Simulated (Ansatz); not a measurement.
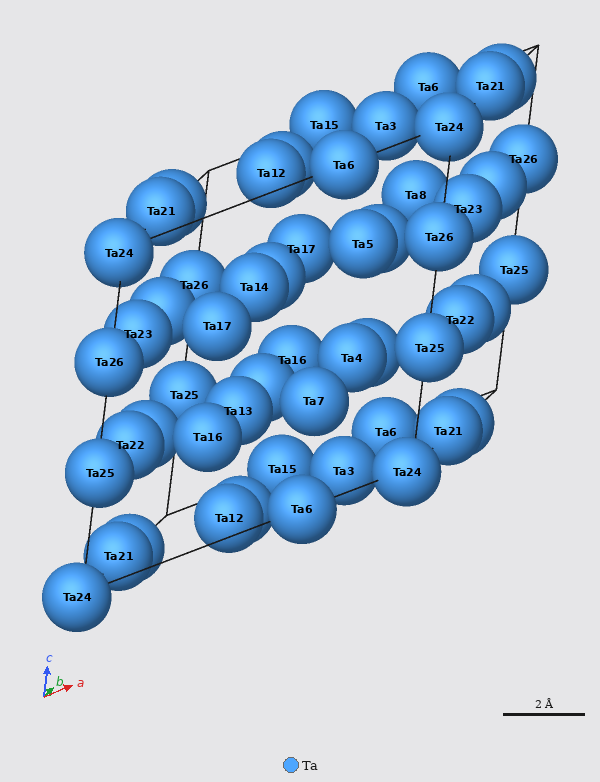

**Figure 1.** The input geometry (spheres-only view of the cell of the calculation, seen slightly off an axis; atoms are numbered from 1 in the order of the input).

# Single-point calculation, with input and output: Ta (part 1 of 2)

System: Ta (defect cell, 26 atoms in the cell).
Method: DFT, PBE, plane waves, PAW, no spin polarisation (Ansatz 0.2.0).

The structure derives from an entry of the Crystallography Open Database. Figures and captions count atoms from 1; the log counts them from 0 in places.

**Input**
```yaml
crystal:
  lattice:
    - [6.3345289006, 0.0, -6.3345289006]
    - [0.0, 6.3345289006, -6.3345289006]
    - [6.3345289006, 6.3345289006, 0.0]
  atoms:
    - { symbol: Ta, position: [0.6549255557, 0.6658388377, 0.3088721954] }
    - { symbol: Ta, position: [0.6385818749, 0.6946519472, 0.6387808973] }
    - { symbol: Ta, position: [0.6666666667, 0.5, 1.0] }
    - { symbol: Ta, position: [0.6947514584, 0.3053480528, 0.3612191027] }
    - { symbol: Ta, position: [0.6784077776, 0.3341611623, 0.6911278046] }
    - { symbol: Ta, position: [0.6666666667, 0.0, 0.0] }
    - { symbol: Ta, position: [0.6549255557, 0.0370300779, 0.3088721954] }
    - { symbol: Ta, position: [0.6784077776, -0.0370300779, 0.6911278046] }
    - { symbol: Ta, position: [0.3054475639, 0.6946519472, 0.9719152083] }
    - { symbol: Ta, position: [0.3410612047, 0.6462692155, 0.325605462] }
    - { symbol: Ta, position: [0.3179221445, 0.6690073933, 0.6512554778] }
    - { symbol: Ta, position: [0.3577944713, 0.3341611623, 0.0117411109] }
    - { symbol: Ta, position: [0.3410612047, 0.3537307845, 0.325605462] }
    - { symbol: Ta, position: [0.353985768, 0.3126808987, 0.6873191013] }
    - { symbol: Ta, position: [0.3577944713, -0.0370300779, 0.0117411109] }
    - { symbol: Ta, position: [0.3376792795, 0.0, 0.3289873872] }
    - { symbol: Ta, position: [0.3179221445, 0.0284816511, 0.6512554778] }
    - { symbol: Ta, position: [-0.024461138, 0.6658388377, -0.0117411109] }
    - { symbol: Ta, position: [-0.0206524346, 0.6873191013, 0.3126808987] }
    - { symbol: Ta, position: [-0.0077278713, 0.6462692155, 0.674394538] }
    - { symbol: Ta, position: [0.0278857694, 0.3053480528, 0.0280847917] }
    - { symbol: Ta, position: [0.0154111889, 0.3309926067, 0.3487445222] }
    - { symbol: Ta, position: [-0.0077278713, 0.3537307845, 0.674394538] }
    - { symbol: Ta, position: [-0.024461138, 0.0370300779, -0.0117411109] }
    - { symbol: Ta, position: [0.0154111889, -0.0284816511, 0.3487445222] }
    - { symbol: Ta, position: [-0.0043459462, 0.0, 0.6710126128] }
basis:
  ecutwfc: 420
  ecutrho_ratio: 8
kpoints:
  mp_grid: { grid: [4, 4, 4] }
hamiltonian:
  xc: pbe
scf:
  occupations: { method: gaussian, width: 0.1 }
output:
  forces: true
  eigenvalues: true
  stress: true
```

Run on 4 threads of Intel Xeon @ 2.30GHz, 28 GiB of memory available, shared host.

Launched with:
```bash
ansatz run input.yaml --threads 4 --pin off --max-ram 2560MiB --backend cpu --events-out ev --progress --plain --runs-dir out
```

**What the program printed**
```
Engine: ansatz 0.2.0, x86_64-unknown-linux-gnu
Pseudopotentials: kind: paw
Pseudopotential: Ta, paw, valence charge 13, recommended cutoff 420 eV (normal), Ta.paw.azcp
Functional definition: PBE
  parameter kappa = 0.804
  parameter beta = 0.06672455060314922
  exchange = pbe_x(kappa = kappa, mu = beta*pi^2/3)
  correlation = pbe_c(beta = beta)
Crystal: 26 atoms, lattice volume = 508.362 Å³
Basis set: ecut = 420 eV, 9841 PW (Γ), exchange–correlation on 180×180×180 points (8 copies of the dense FFT grid, shifted against one another)
Bands: 203, of which v1, the nominal top of the filled ones, is band 169 counted from 1 (168 counted from 0)
Symmetry: 8 space group operations
Space group: Immm (ITA 71), of the structure as read, at distance tolerance 8.0e-5 Å
k-points: 18 of 64
Non-local potential: Ta, projectors of the file, l = 0: 3, l = 1: 2, l = 2: 2, l = 3: 1
PAW form: soft (Blöchl's): semilocal exchange-correlation on the pseudo side does not see the compensation charge
PAW one-centre angular grid: Ta, 590 points (default); XC on 64 Gauss nodes
Initial density: superposition of atomic densities (neutral atoms: chi_scale 0, normalization atom), corrected by the library's trained network
Initial wavefunctions: pseudopotential atomic-orbital guess
Functional: x = pbe(κ = 0.804, μ = 0.2195149727645171), c = pbe(β = 0.06672455060314922)
SCF iter   1: F=—  HF=-258230.232072 eV  |F-HF|=—  |Δ(HF+E_count)|=         —  Δρ=5.09e-3  dr2=2.25e-1  ethr=1.77e-3  ⟨swp⟩=7.9  Hψ=15244  notcnv=0
preconditioner: auto → Kerker (q_TF=auto, 2.549 Å⁻¹)  [metal: Δε(μ)=0.004 eV  Ē_g=3.598 eV  σ=0.100 eV  W_gap=0.02  n_scr=136 (ndim 8)  ℏωp=18.8 eV  f_vac=0.000  D(μ)=29.13/eV (n_scr^D=282)]
SCF iter   2: F=—  HF=-258230.228428 eV  |F-HF|=—  |Δ(HF+E_count)|=   3.64e-3  Δρ=2.91e-3  dr2=5.69e-2  ethr=6.65e-5  ⟨swp⟩=1.8  Hψ=4356  notcnv=0
SCF iter   3: F=—  HF=-258230.224318 eV  |F-HF|=—  |Δ(HF+E_count)|=   4.11e-3  Δρ=4.57e-4  dr2=1.30e-3  ethr=1.68e-5  ⟨swp⟩=2.0  Hψ=4326  notcnv=0
SCF iter   4: F=—  HF=-258230.224221 eV  |F-HF|=—  |Δ(HF+E_count)|=   9.67e-5  Δρ=1.39e-4  dr2=1.02e-4  ethr=3.84e-7  ⟨swp⟩=2.0  Hψ=4455  notcnv=0
SCF iter   5: F=—  HF=-258230.224198 eV  |F-HF|=—  |Δ(HF+E_count)|=   2.38e-5  Δρ=2.36e-5  dr2=3.16e-6  ethr=3.00e-8  ⟨swp⟩=2.0  Hψ=4484  notcnv=0
SCF iter   6: F=—  HF=-258230.222771 eV  |F-HF|=—  |Δ(HF+E_count)|=   1.43e-3  Δρ=4.90e-6  dr2=1.50e-7  ethr=9.35e-10  ⟨swp⟩=2.0  Hψ=4491  notcnv=0
SCF iter   7: F=-258230.222771 eV  HF=-258230.222771 eV  |F-HF|=4.95e-9  |Δ(HF+E_count)|=   8.73e-9  Δρ=1.14e-6  dr2=1.09e-8  ethr=2.96e-11  ⟨swp⟩=10.1  Hψ=14148  notcnv=0
SCF 1 converged in 7 iterations: F = -258230.222771 eV  dr2 = 1.09e-8
  greatest PAW one-centre occupation: 1.000 electrons in one spin orbital (limit 2), on the Ta atom at site 5 (counted from 0), in its partial waves of l = 0
SCF converged after 7 iterations
Free energy (F): -258230.222771 eV
Harris-Foulkes:  -258230.222771 eV  (|F-HF|=4.95e-9)
Internal energy: -258230.077773 eV  (E = F + TS)
E sigma→0 (E₀):  -258230.150272 eV
Entropy (-TS):   -0.144998 eV (-5.577 meV/atom)
Fermi energy:    17.302028 eV
--- Per-component energies (eV) ---
  E_band       = -3278.089706
  E_kinetic    = 9464.016795
  E_local      = -15881.344365  (includes V_loc(G=0)·N_el)
  E_nonlocal   = 371.779813
  E_hartree    = 5485.019010
  E_xc         = -5659.581959
  E_vxc        = -5277.952210  (∫ρ·V_xc dr)
  E_paw        = -218303.413144  (= ΣΔE_a)
  E_vpaw       = -2924.623187  (= ΣTr[D̂ρ^β])
  E_aug_tail   = -0.000114  (compensation charges beyond the density's cutoff)
  E_ewald      = -33706.553809
  E_smearing   = -0.144998  (= −TS)
  E_closure    = 0.000000  (closes the sum)
  Σ components = -258230.222771   (vs F -258230.222771, Δ=0.00e0)
--- Forces (eV/Å), atoms counted from 1 ---
  atom   1  Ta     0.00638505    -0.00000326    -0.00267887
  atom   2  Ta    -0.00308137     0.00341133     0.00341133
  atom   3  Ta     0.00000000     0.00000000     0.00000000
  atom   4  Ta     0.00308137    -0.00341133    -0.00341133
  atom   5  Ta    -0.00638505     0.00000326     0.00267887
  atom   6  Ta     0.00000000    -0.00000000     0.00000000
  atom   7  Ta     0.00638505    -0.00267887    -0.00000326
  atom   8  Ta    -0.00638505     0.00267887     0.00000326
  atom   9  Ta    -0.00308137    -0.00341133    -0.00341133
  atom  10  Ta     0.00000000    -0.00342093     0.00997228
  atom  11  Ta    -0.00024730     0.00165991    -0.00165991
  atom  12  Ta    -0.00638505    -0.00267887    -0.00000326
  atom  13  Ta     0.00000000     0.00997228    -0.00342093
  atom  14  Ta     0.00208208    -0.00000000    -0.00000000
  atom  15  Ta    -0.00638505    -0.00000326    -0.00267887
  atom  16  Ta     0.00000000     0.00145692     0.00145692
  atom  17  Ta    -0.00024730    -0.00165991     0.00165991
  atom  18  Ta     0.00638505     0.00267887     0.00000326
  atom  19  Ta    -0.00208208     0.00000000     0.00000000
  atom  20  Ta     0.00000000    -0.00997228     0.00342093
  atom  21  Ta     0.00308137     0.00341133     0.00341133
  atom  22  Ta     0.00024730    -0.00165991     0.00165991
  atom  23  Ta     0.00000000     0.00342093    -0.00997228
  atom  24  Ta     0.00638505     0.00000326     0.00267887
  atom  25  Ta     0.00024730     0.00165991    -0.00165991
  atom  26  Ta     0.00000000    -0.00145692    -0.00145692
  max |Σ_I F_I| component: 4.99e-18 eV/Å
--- Stress (GPa, compression-positive) ---
       -7.675627      -0.000000      -0.000000
        0.000000      -3.395909      -1.353381
       -0.000000      -1.353381      -3.395909
  P = ⅓ Tr σ = -4.8225 GPa (-48.225 kbar)
--- Band table (eV; the first three rows and the last of 18) ---
  k-point 0: bands = ["-50.6681", "-50.3789", "-50.3603", "-50.3600", "-50.3559", "-50.3422", "-50.3377", "-50.3368", "-50.3303", "-50.3077", "-50.3070", "-50.2361", "-50.2354", "-50.2259", "-50.2226", "-50.1849", "-50.1839", "-50.1791", "-50.1751", "-50.1220", "-50.1121", "-50.0994", "-50.0862", "-50.0801", "-50.0156", "-50.0094", "-17.2728", "-17.2495", "-17.2426", "-17.2134", "-17.1875", "-17.1504", "-17.1466", "-17.1401", "-17.1364", "-17.1281", "-17.1200", "-17.1055", "-17.1028", "-17.0991",
      "-17.0914", "-17.0904", "-17.0883", "-17.0551", "-17.0356", "-17.0339", "-17.0283", "-17.0218", "-17.0161", "-17.0121", "-17.0120", "-17.0114", "-17.0050", "-16.9858", "-16.9833", "-16.9527", "-16.9508", "-16.9503", "-16.9371", "-16.9351", "-16.9143", "-16.9091", "-16.9077", "-16.8708", "-16.7640", "-16.7014", "-16.6925", "-16.6887", "-16.6213", "-16.6208", "-16.5915", "-16.5895", "-16.5855", "-16.5808", "-16.5726", "-16.5720", "-16.5619", "-16.5251", "-16.5245", "-16.5196",
      "-16.5182", "-16.5153", "-16.4997", "-16.4777", "-16.4643", "-16.4556", "-16.4526", "-16.4499", "-16.4463", "-16.4432", "-16.4352", "-16.4109", "-16.3829", "-16.3828", "-16.3774", "-16.3774", "-16.3675", "-16.3519", "-16.3495", "-16.3393", "-16.3091", "-16.2842", "-16.1446", "-16.1247", "9.3842", "12.2299", "12.2565", "12.2750", "12.3263", "12.4243", "12.4409", "12.5296", "12.5720", "12.9653", "13.0733", "13.0816", "13.1628", "13.1907", "13.3116", "14.2988",
      "14.4887", "14.5426", "14.5530", "14.5834", "14.6306", "14.7052", "14.7450", "14.7567", "14.7901", "14.7955", "14.8517", "14.8835", "14.9075", "14.9343", "14.9713", "15.1820", "15.2999", "15.3121", "15.3601", "15.3682", "15.3974", "15.4352", "15.4529", "15.4638", "15.5152", "15.6651", "15.6756", "15.8396", "16.0750", "16.0888", "16.2221", "16.3254", "16.4100", "16.5881", "16.7538", "16.7814", "16.8078", "16.8457", "16.8877", "16.9158",
      "17.0003", "17.0481", "17.1049", "17.1405", "17.1510", "17.1859", "17.1997", "17.2619", "17.3044", "17.3949", "17.4006", "17.4834", "17.5010", "17.6490", "17.7383", "17.7397", "17.7891", "17.8801", "18.0178", "18.0656", "18.1115", "18.1561", "18.1657", "18.1990", "18.2220", "18.2490", "18.5649", "18.6603", "18.7300", "19.0678", "19.0781", "19.1895", "19.2617", "19.2757", "19.4578", "19.7563", "19.7930", "19.7975", "19.8984", "19.8997",
      "20.1001", "20.1366", "20.1907"]
```
